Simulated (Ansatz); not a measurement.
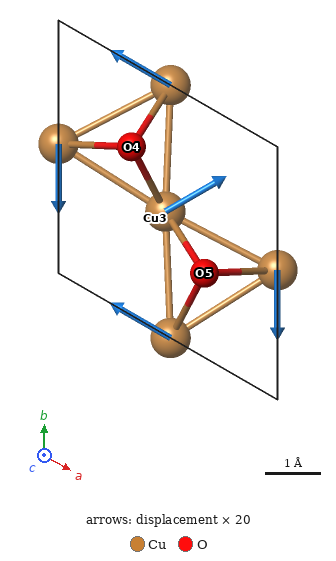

This is a relaxation of a crystal of Cu$_{3}$O$_{2}$ (a generated structure, set up in P-62m) (coarse preliminary run). The starting structure is drawn; blue arrows show the displacements (the part carried along by the change of the cell is left out), 20 times their true length.

The picture is a ball-and-stick view of the cell of the calculation, seen along the c axis.

Computed with DFT PBE, scalar-relativistic, plane waves, PAW (Ansatz 0.2.0). Set-up: plane-wave cutoff 420 eV; k-point mesh 6 × 6 × 6; occupations gaussian; smearing width 0.1 eV; collinear spin; cell and atoms relaxed; force threshold 0.04 eV/Å; at most 70 steps.

Q: What did the optimiser do to the structure, and how much energy did it gain?

A: The largest moves relative to the cell, 0.065 Å, are those of Cu atoms. O stays in place. The drawn cell changes as follows: a = b 4.653 → 5.437 Å (+16.8 %), c 3.391 → 2.766 Å (−18.4 %); the volume changes by +11.4 %. Near-neighbour distances that change, for instance: Cu–Cu 2.329 → 2.719 Å, Cu–O 2.164 → 2.092 Å. Bond angles that change, for instance: O–Cu–O 76.7° → 97.2°, O–Cu–O 103.2° → 82.8°, Cu–O–Cu 103.2° → 82.8°. The space group (tolerance 0.01 Å) goes from P-62m (No. 189) to P6/mmm (No. 191). The energy falls by 325 meV per atom in 7 accepted moves (9 points after the start). The largest force component goes from 0.068 to 0.00015 eV/Å. Pressure: 3.66 GPa at the start and −0.05 GPa at the end. The SCF was repeated twice at an unchanged geometry on a basis and grid sized afresh for the cell, which shifted the energy by 26.4 meV per atom at most. The program noted that the starting moments weren't kept. The run may lie on a higher electronic state than the lowest, so the end point isn't shown to be the ground-state structure.
